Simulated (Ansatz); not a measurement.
# F_N in AlN (P6_3mc): charge-transition levels and formation energies, part 2 of 2

Aim: at which Fermi levels does F_N in AlN (P6_3mc) change its charge? The model is a cell of 72 host atoms with 1 N taken out and 1 F put in.

Ansatz; place-levels on r2SCAN runs: charge-transition levels and formation energies with image-charge correction and potential alignment at the atomic sites; PAW set soft_1.

So far: The starting structure; The runs of each charge state.

## (3) Placing the levels, r2SCAN

A charged cell interacts with its images and the background, and its potential has another zero than the host's. place-levels removes the first by a point-charge model, screened by the static dielectric constant since the ions have relaxed around the charge, and the second by comparing potentials at atoms far from the defect.

The host is a run of the defect-free crystal in the same cutoffs, grids and k-points, so that basis and sampling errors cancel in part in the differences. The host is run in a cell of 8 atoms on a matching mesh. Its band edges are searched through the zone by a band path, so the gap is smaller than, or equal to, that on the mesh. Chemical potentials are energies per atom of N (N2 molecule) and F (F2 molecule), run with the same functional and cutoff.

levels.point.yaml

```yaml
host:
  run: host.point.run
states: [qm1_M1.point.run, q0.point.run, qp1_M1.point.run, qp2.point.run]
geometry_from:
  qm1_M1.point.run: qm1_M1.relax.run
  q0.point.run: q0.relax.run
  qp1_M1.point.run: qp1_M1.relax.run
  qp2.point.run: qp2.relax.run
  host.point.run: host.relax.run
chemical_potentials:
  "N":
    energy: -384.814403
    dataset: "<sha256 of the dataset>"
  F:
    energy: -806.862156
    dataset: "<sha256 of the dataset>"
epsilon: [4.49, 4.49, 4.72]
static_epsilon: [8.15, 8.15, 9.65]
vertical:
  - { from: qm1_M1.point.run, to: qm1_M1.point_neutral.run }
  - { from: qp1_M1.point.run, to: qp1_M1.point_neutral.run }
  - { from: qp2.point.run, to: qp2.point_neutral.run }
```

Run with:

```console
ansatz place-levels levels.point.yaml -- --threads 4 --pin off --max-ram 7536MiB
```

The program printed:

```text
[... repeated set-up lines and file paths are left out, and long positions are rounded to six places ...]
(+2/+1) 3.174 eV above the valence edge, 1.704 eV under the conduction edge; not on the lower envelope
(+1/0) 2.921 eV above the valence edge, 1.957 eV under the conduction edge; not on the lower envelope
(0/-1) 4.743 eV above the valence edge, 0.135 eV under the conduction edge
(+2/0) 3.048 eV above the valence edge, 1.830 eV under the conduction edge: charges between them are lowest nowhere
formation energy of charge +2: -3.977 eV with the Fermi level at the valence edge
formation energy of charge +1: -0.803 eV with the Fermi level at the valence edge
formation energy of charge 0: +2.118 eV with the Fermi level at the valence edge
formation energy of charge -1: +6.861 eV with the Fermi level at the valence edge
vertical -1 to 0: no energy, since no alignment is typed
  the change from vertical[0].from (qm1_M1.point.run) to vertical[0].to (qm1_M1.point_neutral.run): by its potential at epsilon [4.49, 4.49, 4.72] it stands at 0.604 0.498 0.516, with an rms radius of about 1.8 Å (0.7 1.6 0.0 Å across the planes of the cell's [...]
vertical +1 to 0: no energy, since no alignment is typed
  the change from vertical[1].from (qp1_M1.point.run) to vertical[1].to (qp1_M1.point_neutral.run): by its potential at epsilon [4.49, 4.49, 4.72] it stands at 0.603 0.492 0.511, with an rms radius of about 1.7 Å (1.0 1.0 0.9 Å across the planes of the cell's [...]
vertical +2 to 0: no energy, since no alignment is typed
  the change from vertical[2].from (qp2.point.run) to vertical[2].to (qp2.point_neutral.run): by its potential at epsilon [4.49, 4.49, 4.72] it stands at 0.536 0.464 0.444, with an rms radius of about 3.1 Å (1.7 1.7 2.0 Å across the planes of the cell's [...]
  edges by r2scan, gap 4.878 eV; the host is sampled to repeats of 18.64 Å
  the defect's cells are sampled to repeats of 18.64 Å, like sampling
  charge +2: -33865.3730 eV with its correction of +0.969 eV, at epsilon [8.15, 8.15, 9.65], aligned at sites: -0.0411 eV, mean over 33 atomic sites at or beyond 4.66 Å from the host's site at [0.5554, 0.4446, 0.4403] by the defect at [0.5556, 0.4444, [...]
  charge +1: -33855.2809 eV with its correction of +0.269 eV, at epsilon [8.15, 8.15, 9.65], aligned at sites: +0.0066 eV, mean over 33 atomic sites at or beyond 4.66 Å from the host's site at [0.5554, 0.4446, 0.4403] by the defect at [0.5556, 0.4444, [...]
  charge 0: +0.000 eV for its dipole among its images, +0.000 omitted
  charge -1: -33833.7810 eV with its correction of +0.198 eV, at epsilon [8.15, 8.15, 9.65], aligned at sites: +0.0651 eV, mean over 33 atomic sites at or beyond 4.66 Å from the host's site at [0.5554, 0.4446, 0.4403] by the defect at [0.5556, 0.4444, [...]
  of states[3] (qp2.point.run): it parts from the run at its places by a charge that spreads by about 1.7 Å along one vector (1.4 Å or more is wide), by its potential at epsilon [4.49, 4.49, 4.72], taken for that of held ions (one typed too small widens it), [...]
  of states[2] (qp1_M1.point.run): its displacements don't fall off away from the defect: farther atoms stand 0.015 Å off the host's places. [...]
  of states[1] (q0.point.run): its displacements don't fall off away from the defect: farther atoms stand 0.027 Å off the host's places. [...]
  of states[0] (qm1_M1.point.run): it parts from the run at its places by a charge that spreads by about 1.6 Å along one vector (1.4 Å or more is wide), by its potential at epsilon [4.49, 4.49, 4.72], taken for that of held ions (one typed too small widens [...]
  of vertical[0].from (qm1_M1.point.run): its displacements don't fall off away from the defect: farther atoms stand 0.031 Å off the host's places. [...]
  of vertical[0].to (qm1_M1.point_neutral.run): its displacements don't fall off away from the defect: farther atoms stand 0.031 Å off the host's places. [...]
  of vertical[1].from (qp1_M1.point.run): its displacements don't fall off away from the defect: farther atoms stand 0.015 Å off the host's places. [...]
  of vertical[1].to (qp1_M1.point_neutral.run): its displacements don't fall off away from the defect: farther atoms stand 0.015 Å off the host's places. [...]
  of vertical[2].from (qp2.point.run): it parts from the run at its places by a charge that spreads by about 1.7 Å along one vector (1.4 Å or more is wide), by its potential at epsilon [4.49, 4.49, 4.72], taken for that of held ions (one typed too small [...]
```

It took 0.5 s on 4 threads of Arm Neoverse V1, shared host.

Levels between the charges placed, in eV above the valence top:

|  | gap (eV) | (+2/+1) | (+1/0) | (0/−1) |
| --- | --- | --- | --- | --- |
| r2SCAN | 4.88 | 3.17 | 2.92 | 4.74 |

Corrections by state:

| charge | moment (μB) | image terms and alignment (eV) | band filling (eV) | ε used | over the lowest of its charge, as the program ranks them, band filling apart (eV) |
| --- | --- | --- | --- | --- | --- |
| +2 | 0.0 | 0.969 | - | principal values (8.15, 8.15, 9.65) | 0.000 |
| +1 | 1.0 | 0.269 | - | principal values (8.15, 8.15, 9.65) | 0.000 |
| 0 | 0.0 | 0.000 | - | - | 0.000 |
| −1 | 1.0 | 0.198 | - | principal values (8.15, 8.15, 9.65) | 0.000 |

The charged structures listed were also run neutral, and place-levels reads from each pair, by the potential or the spins, how wide the charge is by which they differ; that can be the carrier of either run.

| charge | rms radius (Å) | spread where it is widest against the cell (Å) | wide from (Å) | reading |
| --- | --- | --- | --- | --- |
| +2 | 3.1 | 1.70 | 1.40 | wide |
| +1 | 1.7 | 1.04 | 1.40 | narrow |
| −1 | 1.8 | 1.60 | 1.40 | wide |

The neutral runs of these pairs need not share the spin of the lowest neutral state, and very wide values only mean spread over the cell.

From the program's caveats on the states, each cut to its opening words:

- charge +2: it parts from the run at its places by a charge that spreads by about 1.7 Å along one vector (1.4 Å or more is wide), by its potential at epsilon [4.49, 4.49, [...]
- charge +2: its alignment with the host at atomic sites is doubtful: the mean over the far sites moves by -0.0659 eV from their farther parts to their nearer, more than [...]
- charge +1 (1 μB): its displacements don't fall off away from the defect: farther atoms stand 0.015 Å off the host's places
- charge +1 (1 μB), −1 (1 μB): flagged: stability check not made
- charge 0: its displacements don't fall off away from the defect: farther atoms stand 0.027 Å off the host's places
- charge −1 (1 μB): it parts from the run at its places by a charge that spreads by about 1.6 Å along one vector (1.4 Å or more is wide), by its potential at epsilon [4.49, 4.49, [...]
- charge −1 (1 μB): its displacements don't fall off away from the defect: farther atoms stand 0.031 Å off the host's places

The host's formation energy from the elements is -1.627 eV per atom; it sets how far the chemical potentials can move.

Limit set by the element alone; other compounds of these elements are not counted. Chemical potentials from the elements' reference states: Al 0.00 eV, N -3.25 eV, F 0.00 eV. Formation energy by charge state (Al-rich; gap 4.88 eV):

| charge | at valence top (eV) | at conduction bottom (eV) | correction included (eV) |
| --- | --- | --- | --- |
| +2 | -7.23 | 2.52 | 0.97 |
| +1 | -4.06 | 0.82 | 0.27 |
| 0 | -1.14 | -1.14 | 0.00 |
| −1 | 3.61 | -1.27 | 0.20 |

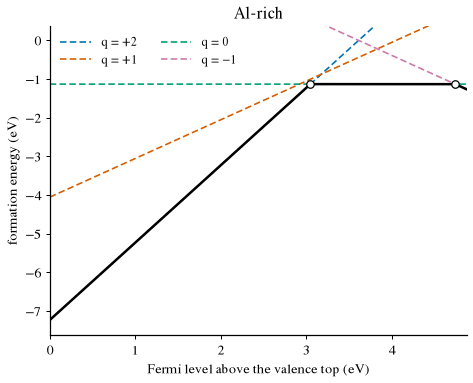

Formation energy against Fermi level; the thick line follows the lowest charge state and circles mark the transition levels.

Limit set by the element alone; other compounds of these elements are not counted. Chemical potentials from the elements' reference states: N 0.00 eV, Al -3.25 eV, F 0.00 eV. Formation energy by charge state (N-rich; gap 4.88 eV):

| charge | at valence top (eV) | at conduction bottom (eV) | correction included (eV) |
| --- | --- | --- | --- |
| +2 | -3.98 | 5.78 | 0.97 |
| +1 | -0.80 | 4.07 | 0.27 |
| 0 | 2.12 | 2.12 | 0.00 |
| −1 | 6.86 | 1.98 | 0.20 |

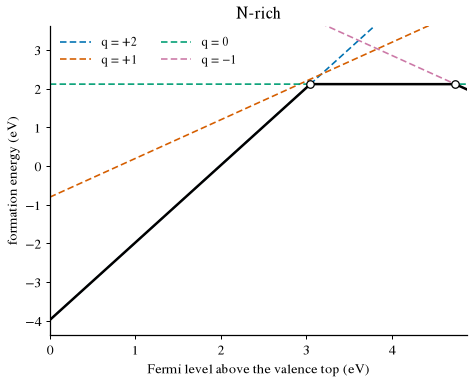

Formation energy against Fermi level; the thick line follows the lowest charge state and circles mark the transition levels.

## (4) The same at the relaxations' own k-points

The relaxations' own energies give the levels at their sampling, for comparison.

levels.relax_mesh.yaml

```yaml
host:
  run: host.relax.run
states: [qm1_M1.relax.run, q0.relax.run, qp1_M1.relax.run, qp2.relax.run]
chemical_potentials:
  "N":
    energy: -384.814403
    dataset: "<sha256 of the dataset>"
  F:
    energy: -806.862156
    dataset: "<sha256 of the dataset>"
```

Run with:

```console
ansatz place-levels levels.relax_mesh.yaml -- --threads 4 --pin off --max-ram 7536MiB
```

The program printed:

```text
[...]
(0/-1) 4.758 eV above the valence edge, 0.128 eV under the conduction edge
[...]
formation energy of charge +2: -3.956 eV with the Fermi level at the valence edge
formation energy of charge +1: -0.726 eV with the Fermi level at the valence edge
formation energy of charge 0: +2.264 eV with the Fermi level at the valence edge
formation energy of charge -1: +7.021 eV with the Fermi level at the valence edge
  edges by r2scan, gap 4.886 eV; the host is sampled to repeats of 13.64 Å
[... the lines on each state left out ...]
```

Wall time 0.16 s (4 threads).

Levels between neighbouring charges, in eV above the valence top:

|  | gap (eV) | (+2/+1) | (+1/0) | (0/−1) |
| --- | --- | --- | --- | --- |
| one point at (¼, ¼, ¼) | 4.89 | 3.23 | 2.99 | 4.76 |
| a 2×2×2 shifted mesh | 4.88 | 3.17 | 2.92 | 4.74 |

Going from one point at (¼, ¼, ¼) to a 2×2×2 shifted mesh moves the levels that carry no band-filling term by up to 0.07 eV and formation energies against the elements by up to 0.16 eV.

## (5) What came out

```yaml
gap_of_the_host: 4.88 eV (r2SCAN)
level_plus_2_plus_1: 3.17 eV above the valence top, not a change between lowest states
level_plus_1_over_0: 2.92 eV above the valence top, not a change between lowest states
level_0_minus_1: 4.74 eV above the valence top
level_plus_2_over_0: 3.05 eV above the valence top
lowest_of_the_charges_placed_just_above_the_valence_top_0p02_ev: +2
lowest_of_the_charges_placed_just_below_the_conduction_bottom_0p02_ev: −1
lowest_formation_energy_at_mid_gap_of_the_charges_run_al_rich: -2.35 eV
lowest_formation_energy_at_mid_gap_of_the_charges_run_n_rich: 0.90 eV
```

**Reading.** Of the charges placed (−1, 0, +1 and +2), the lowest changes at 3.05 eV (+2/0) and 4.74 eV (0/−1) above the valence top, in a gap of 4.88 eV. (0/−1) lies nearer to a band edge than the share of the finite-size correction in it (0.20 eV), and that correction holds for a localised charge alone. (+2/0) passes over charge +1, which lies 0.13 eV above the two there; a lower structure or spin state of it, if missed, would change that. (0/−1) lies 0.14 eV from a band edge, less than the doubt on such levels. Charges above +2 and below −1 were not placed, so these runs say nothing of levels that involve them. States placed: +2 at 0 μB; +1 at 1 μB; 0 at 0 μB; −1 at 1 μB. Other spin states or structures, where not listed, weren't placed. At charge −1 and 0 the atom put in ends up to 1.1 Å from its starting place, so the name tells the start alone and the levels can join different sites. F is taken at its element; compounds, which aren't counted here, bound the chemical potentials and would shift these formation energies. The lowest formation energy (Al-rich) is negative across the gap, so the defect would form by itself: these chemical potentials lie beyond what competing compounds allow, or the host is unstable against it. Going from one point at (¼, ¼, ¼) to a 2×2×2 shifted mesh moves the levels that carry no band-filling term by up to 0.07 eV and formation energies against the elements by up to 0.16 eV. The program doubts the alignment of potentials for at least one state, a sign that the cell is small. What this leaves open: r2SCAN makes the gap too small and tends to spread out bound carriers; where a gas molecule sets a chemical potential or the host's formation energy, its binding is uncorrected.

[Logs are printed without paths, hosts, clocks, repeated set-up lines and the standing remarks that a program may print on its own settings, such as how far it seeks lower states.]

[Hosts, paths, dates, database ids (printed as entryN), source tags and the programs' standing remarks are cut or masked in the printed files.]

[Where a table of states has a column of steps, it counts the stored structures, which are thinned; the runs took as many ionic steps or more.]

[A defect's name tells the site on which it was built; relaxed atoms can leave that site.]

[For some hosts the program warned that the k-mesh of the response run may be too coarse for force constants and the static dielectric constant; such warnings are not shown here.]
